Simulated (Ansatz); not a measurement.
A series of calculations on Te₃₂Sn₃₃

## 1. Relaxation

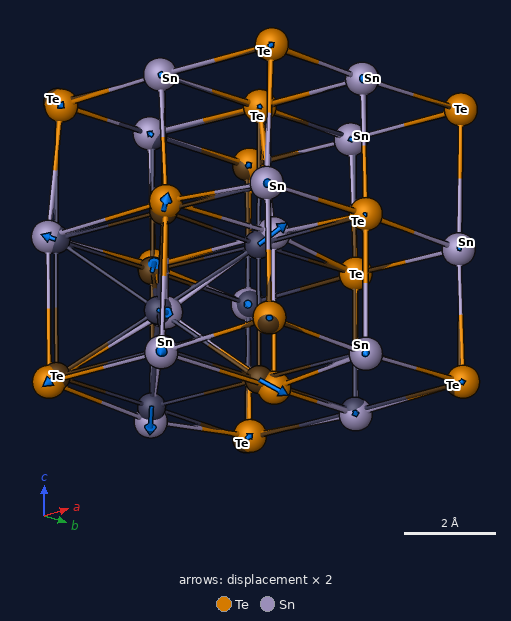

A relaxation of a defect cell of composition Te₃₂Sn₃₃ (cell charge +1). The starting structure is drawn faded, the final one solid; blue arrows show the displacements, 2 times their true length.

The picture is a ball-and-stick view of the atoms within 5.8 Å of the atom that moves most (axes of the cell of the calculation (origin shifted)), seen from a free direction.

Computed with Ansatz 0.2.0, DFT, PBEsol, PAW, plane waves. Settings: plane-wave cutoff 420 eV; k-point mesh 1 × 1 × 1; mesh shifted by (0.25, 0.25, 0.25); collinear spin; atoms relaxed in a fixed cell; force threshold 0.03 eV/Å; at most 80 steps.

Describe the change and its energy.

A Sn atom moves most: 0.42 Å along [1 1 1]. By element the largest moves are Sn 0.42 Å, Te 0.40 Å. The lattice vectors keep their values. Near-neighbour distances that change, for instance: Sn–Te 3.145 → 3.608 Å, Sn–Te 3.114 → 3.560 Å, Sn–Te 3.128 → 3.570 Å, Sn–Te 2.752 → 3.177 Å. Among the angles between lasting bonds that change: Te–Sn–Sn 126.5° → 115.0°, Sn–Sn–Sn 109.6° → 119.0°, Te–Sn–Te 88.9° → 97.9°. The energy falls by 2.963 eV per cell of the calculation in 9 geometry steps. Largest force component: 1.6 eV/Å at the start, 0.025 eV/Å at the end. Cost: 39 s on 1 × NVIDIA GB300 Max-Q with 8 threads of Arm Neoverse-V2, peak memory 2.6 GiB.

Limits of the set-up: the cell is charged, on a uniform background, and energies carry no finite-size correction.

## 2. Relaxation

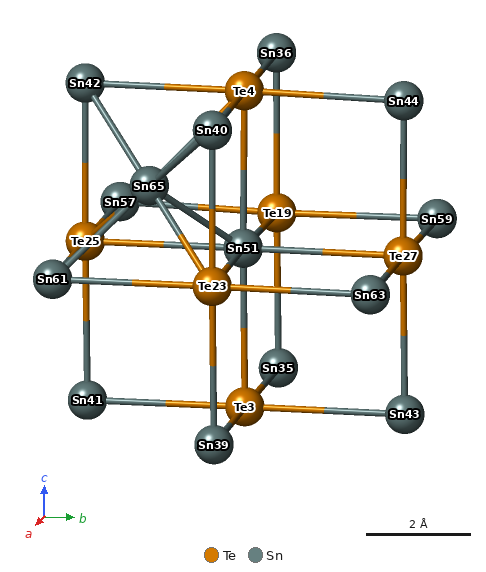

This is the input geometry for a relaxation of a defect cell of composition Te₃₂Sn₃₃. The picture is a ball-and-stick view of the atoms within 5.0 Å of the atom that moves most (axes of the cell of the calculation (origin shifted)), seen slightly off an axis.

The calculation used DFT, PBEsol, PAW, plane waves (Ansatz 0.2.0).

Settings: plane-wave cutoff 420 eV; k-point mesh 1 × 1 × 1; mesh shifted by (0.25, 0.25, 0.25); no spin polarisation; atoms relaxed in a fixed cell; force threshold 0.03 eV/Å; at most 80 steps.

```
CELL_PARAMETERS angstrom
12.56900 0.00000 0.00000
0.00000 12.56900 0.00000
0.00000 0.00000 12.56900
ATOMIC_POSITIONS crystal
Te 0.24858 0.99978 0.00044
Te 0.25115 0.00084 0.50305
Te 0.25073 0.49987 0.99916
Te 0.25056 0.49905 0.50119
Te 0.74984 0.99982 0.99846
Te 0.75043 0.99797 0.49932
Te 0.75038 0.49895 0.99935
Te 0.74934 0.49886 0.49916
Te 0.99850 0.25167 0.00322
Te 0.99956 0.25027 0.49929
Te 0.99887 0.74909 0.00132
Te 0.99936 0.75156 0.50130
Te 0.49956 0.24820 0.00055
Te 0.50108 0.24892 0.50170
Te 0.50227 0.74958 0.00188
Te 0.50171 0.74957 0.50122
Te 0.00242 0.00188 0.24999
Te 0.99894 0.00130 0.75074
Te 0.99935 0.49801 0.24728
Te 0.00055 0.49981 0.74893
Te 0.49998 0.99931 0.25057
Te 0.49898 0.99871 0.75181
Te 0.50068 0.50031 0.25004
Te 0.49981 0.50159 0.74766
Te 0.24945 0.24801 0.24949
Te 0.24996 0.25062 0.75312
Te 0.24851 0.74883 0.25058
Te 0.24998 0.74764 0.75012
Te 0.74887 0.24991 0.25139
Te 0.74911 0.24883 0.75143
Te 0.75062 0.74804 0.24958
Te 0.75212 0.75106 0.74896
Sn 0.00133 0.00358 0.99932
Sn 0.00229 0.00105 0.49751
Sn 0.99871 0.50036 0.00080
Sn 0.99856 0.49727 0.50119
Sn 0.49946 0.00144 0.99891
Sn 0.49867 0.00142 0.49770
Sn 0.49841 0.50258 0.99820
Sn 0.49943 0.50033 0.49780
Sn 0.24982 0.25152 0.99724
Sn 0.24901 0.24784 0.50062
Sn 0.25013 0.75186 0.99943
Sn 0.25165 0.75057 0.49798
Sn 0.75255 0.25314 0.00105
Sn 0.74791 0.25082 0.50049
Sn 0.75024 0.75118 0.99994
Sn 0.74986 0.74999 0.49762
Sn 0.24877 0.99871 0.24730
Sn 0.25212 0.00050 0.75071
Sn 0.25042 0.49714 0.25095
Sn 0.24973 0.50148 0.74995
Sn 0.75396 0.99908 0.24959
Sn 0.74832 0.00054 0.74688
Sn 0.74937 0.50047 0.24967
Sn 0.74926 0.50161 0.75146
Sn 0.99996 0.25104 0.25283
Sn 0.99781 0.25199 0.74847
Sn 0.99997 0.75083 0.25062
Sn 0.99929 0.75031 0.75111
Sn 0.49903 0.24838 0.24855
Sn 0.50066 0.24840 0.74967
Sn 0.50226 0.74988 0.24955
Sn 0.50025 0.75133 0.75110
Sn 0.37574 0.37515 0.37408
```

**What does the optimiser find from here?**

Sn51 moves most: 0.61 Å along [−1 1 −1]. By element the largest moves are Sn 0.61 Å, Te 0.46 Å. The cell doesn't change. Among the contacts that change: Te4–Sn51 3.145 → 3.686 Å, Te23–Sn51 3.146 → 3.684 Å, Te23–Sn40 3.114 → 3.609 Å, Te4–Sn40 3.128 → 3.611 Å. Bond angles that change, for instance: Te3–Sn51–Te19 89.2° → 108.3°, Te27–Sn51–Sn65 125.1° → 108.7°, Te3–Sn51–Te27 89.3° → 102.5°. After 7 geometry steps the energy has fallen by 2.915 eV per cell of the calculation. Largest force component: 1.7 eV/Å at the start, 0.016 eV/Å at the end. Cost: 19 s on 1 × NVIDIA GB300 Max-Q with 8 threads of Arm Neoverse-V2, peak memory 2.4 GiB.

Step by step:

```tsv
step	E − E(0), meV/atom	largest force component, eV/Å
0	0.00	1.6750
1	-36.08	0.5284
2	-42.68	0.1415
3	-43.05	0.2844
4	-44.33	0.1011
5	-44.60	0.1537
6	-44.78	0.0694
7	-44.84	0.0158
```

The end point in the same view:

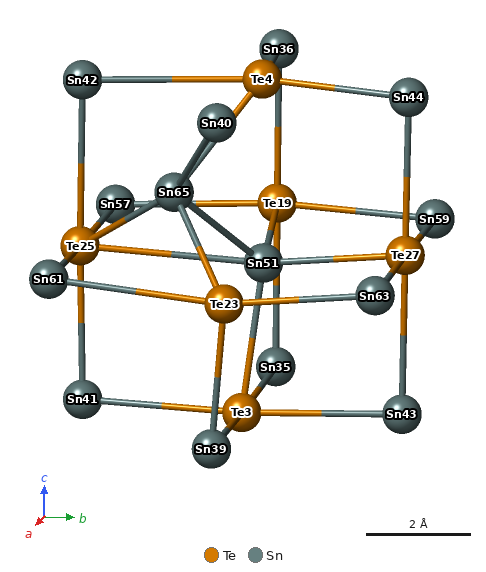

## 3. Defect

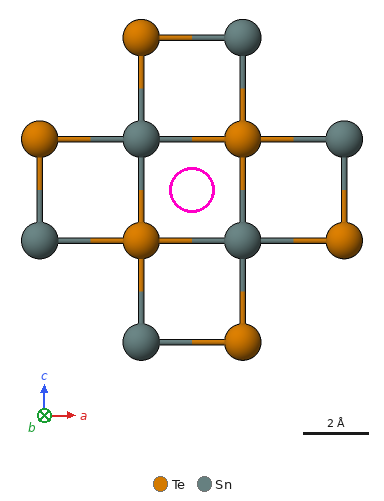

Perfect SnTe. Style: ball-and-stick. Shown: the atoms within 6.0 Å of one point, in a slice 5.0 Å thick across the line of sight, along the b axis.

All numbers below come from DFT, PBEsol, PAW, plane waves in Ansatz. Settings: plane-wave cutoff 420 eV; k-point mesh 1 × 1 × 1; mesh shifted by (0.25, 0.25, 0.25); no spin polarisation. Fermi-Dirac smearing of 0.01 eV. A uniform background neutralises the charged cell. The axes drawn are those of the host's conventional cell.

An extra tin atom is put between the host's atoms (an interstitial) at the ringed place, in charge state +2. The supercell has 64 sites, and the atoms are relaxed at the host's cell.

Q: Predict the relaxed surroundings of the defect.

A: The Sn atom starts with 4 Sn at 2.72 Å, 4 Te at 2.72 Å around its place and ends with 4 Sn at 2.96 to 3.08 Å, 4 Te at 2.99 to 3.16 Å. Of the host's atoms, a tin atom moves furthest from its site, by 0.48 Å. The Sn atom itself moves 0.24 Å from where it was put.

The relaxed defect, seen from the same direction:

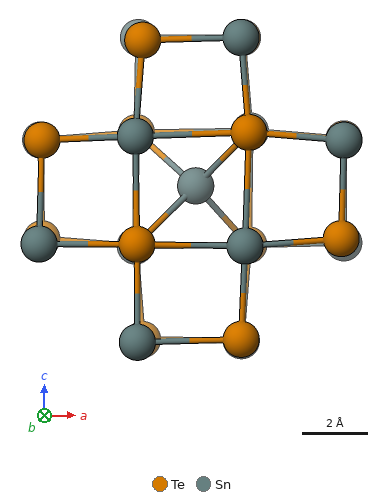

Limits of the set-up: the cell is charged, on a uniform background, and energies carry no finite-size correction.
